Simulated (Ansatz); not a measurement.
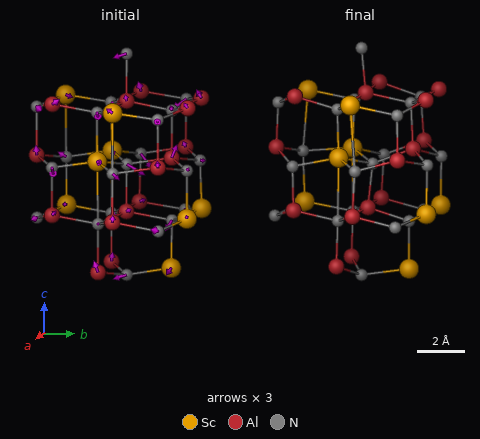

The structure of solid Sc21Al27N48 (a generated structure, set up in P1) before (left) and after (right) a relaxation, at one scale. The purple arrows give the displacements (the part carried along by the change of the cell is left out), 3 times their true length.

Style: ball-and-stick. Shown: the atoms within 5.0 Å of the atom that moves most (axes of the cell of the calculation), slightly off an axis.

Theory: DFT, PBEsol, PAW, plane waves in Ansatz 0.2.0. Settings: plane-wave cutoff 420 eV; k-point mesh 1 × 1 × 1; mesh shifted by (0.5, 0.5, 0.5); no spin polarisation; cell relaxed at fixed alpha, beta, gamma; force threshold 0.03 eV/Å; at most 80 steps.

Q: What changed between the two?

A: The largest moves relative to the cell, 0.31 Å, are those of N atoms. By element the largest moves are N 0.31 Å, Al 0.25 Å, Sc 0.15 Å. The drawn cell changes as follows: a 10.104 → 9.974 Å (−1.3 %), b 11.667 → 11.629 Å (−0.3 %), c 9.500 → 9.747 Å (+2.6 %); the volume changes by +0.9 %. Some distances before and after: N–Sc 2.604 → 2.841 Å, Sc–Sc 3.049 → 3.250 Å, Al–N 2.061 → 1.873 Å, Sc–Sc 3.390 → 3.219 Å. Among the angles between lasting bonds that change: Al–N–Al 100.0° → 117.4°, Sc–N–Sc 118.7° → 104.4°, Sc–N–Al 118.1° → 105.2°. The space group stays P1 (No. 1). The energy falls by 126 meV per atom in 9 geometry steps. The largest force component goes from 3.5 to 0.0064 eV/Å. Pressure: 3.21 GPa at the start and 0.01 GPa at the end. The run took 3 min on 7 threads of Arm Neoverse-V2, peak memory 2.6 GiB.
